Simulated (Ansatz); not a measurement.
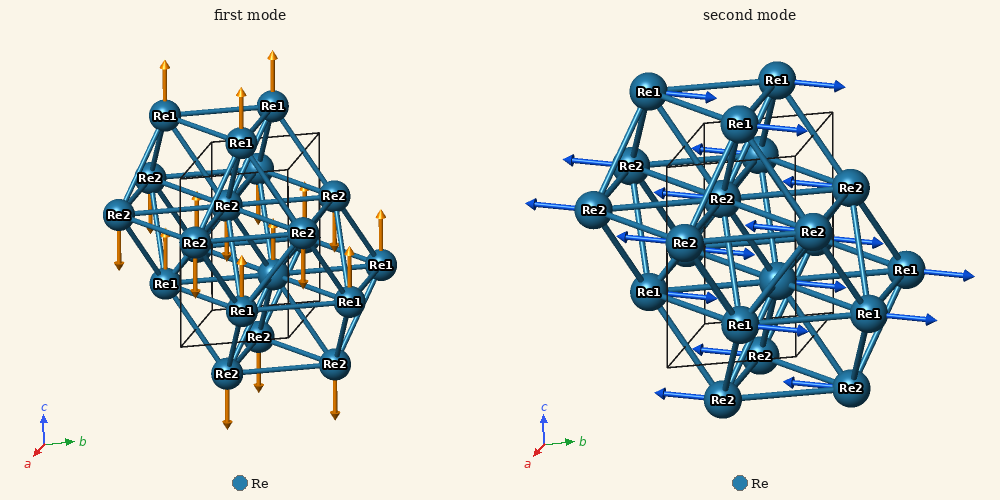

The system is Re (P6_3/mmc, No. 194; 2 atoms in the cell); the picture shows the reference structure; its two panels give the patterns of the first and the second mode as arrows. The energy is mapped over two normal modes frozen in (zone-centre modes of the 2-atom cell of this scan). Coordinates scanned: (1) amplitude of mode 4 (86 cm⁻¹), largest displacement; (2) amplitude of mode 6 (114 cm⁻¹), largest displacement. Nothing is relaxed (the cell and all other modes fixed). The scan uses a 5 × 5 grid; 15 points were computed and 10 follow by symmetry. Points are written as (first, second). Energies: eV per cell, counted from the lowest grid point. All numbers below come from DFT PBE, scalar-relativistic, plane waves, PAW in Ansatz. Settings: cutoff 420 eV, k-mesh 18×18×10 in the order of the run's cell vectors, gaussian smearing 0.15 eV, no spin polarisation.

Its coordinates:

```
CELL_PARAMETERS angstrom
2.77482 0.00000 0.00000
-1.38741 2.40307 0.00000
0.00000 0.00000 4.48422
ATOMIC_POSITIONS crystal
Re 0.33333 0.66667 0.25000
Re 0.66667 0.33333 0.75000
```

Range: amplitude of mode 4 (86 cm⁻¹), largest displacement from −0.243 to 0.243 Å; amplitude of mode 6 (114 cm⁻¹), largest displacement from −0.082 to 0.082 Å.

> What will the energy surface look like?

The lowest grid point is at (0.000 Å, 0.000 Å). It is the only kind of minimum in the scanned range. The highest grid point, (−0.243 Å, 0.082 Å), lies 1.63 eV above the lowest.

```csv
"second ↓, first →",−0.243,−0.121,0.000,0.121,0.243
0.082,1.63,0.31,0.06,0.31,1.63
0.041,1.52,0.24,0.02,0.24,1.52
0.000,1.49,0.22,0.00,0.22,1.49
−0.041,1.52,0.24,0.01,0.24,1.52
−0.082,1.61,0.30,0.06,0.30,1.61
```

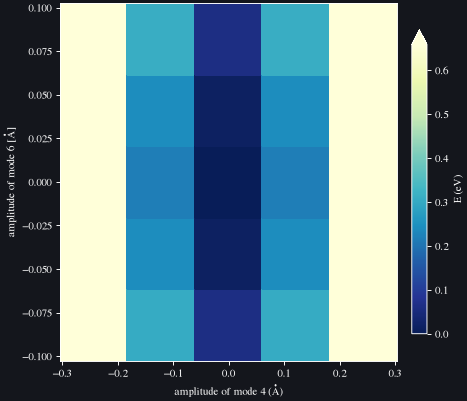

Drawn: one coloured cell a grid point, one colour for all values above the top of the scale.

Each point was launched as `ansatz run input.yaml --threads 1 --pin off --max-ram 2048MiB --backend cpu --events-out ev --progress --plain --runs-dir out`. Time for the 15 points that were run: 4.6 min on 1 thread of Arm Neoverse V1, on a shared host.
